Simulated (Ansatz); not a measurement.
Re

```xyz
2
Lattice="1.9750 -1.9750 0.0000 1.9750 1.9750 0.0000 0.0000 0.0000 3.8710" Properties=species:S:1:pos:R:3 pbc="T T T"
Re    0.0000    0.0000    0.0000
Re    1.9750    0.0000    1.9355
```

Space group I4/mmm; changed on purpose from its base cell (zz strain of -2 %, PAW files); computed pressure about −2 GPa in this cell; computed without spin polarisation.

Level of theory: Ansatz 0.2.0, DFT, PBE, PAW with Ansatz's default frozen-core files, scalar-relativistic.

**Predict the valence pseudo-density and electron localisation function between the atoms.**

Re–Re (2.77 Å): ρ is about 0.42 e/Å³ halfway; the ELF is about 0.40 at the midpoint.

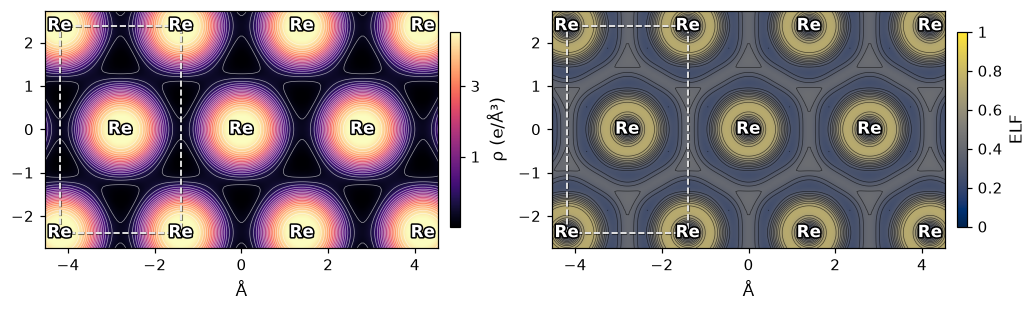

Computed valence pseudo-density and electron localisation function on the (011) plane of the conventional cell, in this order. 

Core electrons are frozen (PAW), and the valence fields are smoothed inside the atomic spheres.
